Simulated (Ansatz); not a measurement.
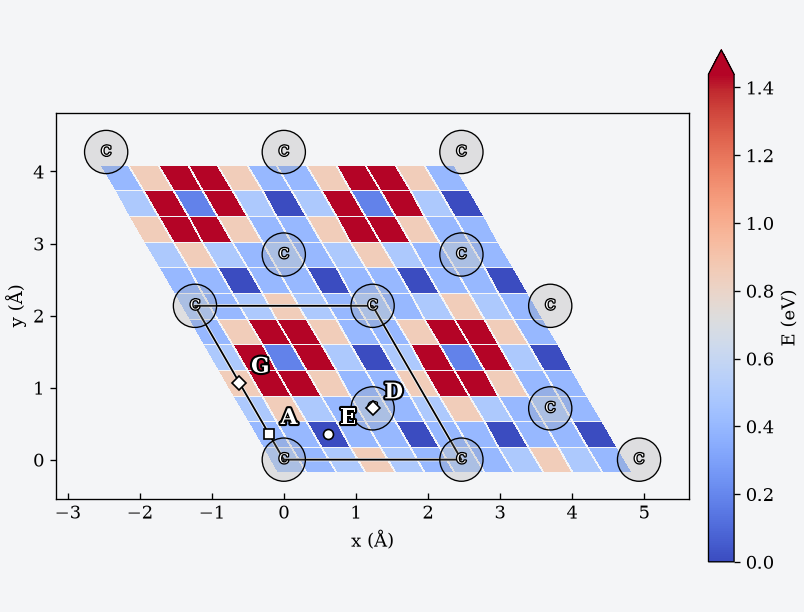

N on a two-dimensional sheet of C (8 atoms of substrate and one adsorbate in a 2 × 2 cell). N is moved over the surface cell; relaxed at each place: the height of the adsorbate's atoms; substrate rigid; the origin of the map has the adsorbate above C1. Places are given modulo a cell vector. The map is drawn in real space over the plane of the surface. The scan uses a 6 × 6 grid; 7 points were computed and 29 follow by symmetry. Places are given in fractions of the 1 × 1 surface cell. Energies: eV, counted from the lowest grid point. Energies and slopes of some neighbouring points disagree (a jump in structure or state, or too coarse a mesh). The relaxed height changes by up to 1.3 Å between neighbouring points. The magnetic moment jumps between some neighbouring points. Level of theory: Ansatz, DFT PBE+D3(BJ), scalar-relativistic, plane waves, PAW. Settings: cutoff 420 eV, k-mesh 6×6×1, gaussian smearing 0.1 eV, spin-polarised.

Drawn: one coloured cell a grid point, labelled circles for the atoms of the top layer, the outline of one cell of the 2 × 2 shown, one colour for all values above the top of the scale, lettered points.

### Is G the lowest point of the computed grid?

No. G lies 0.85 eV above the lowest grid point, which is at a bridge site between two C atoms, (2/6, 1/6) of the cell vectors.

### Rank the lettered points by energy, lowest first.

E (0.00 eV), A (0.40 eV), D (0.52 eV), G (0.85 eV).

PAW datasets: the set soft_1.
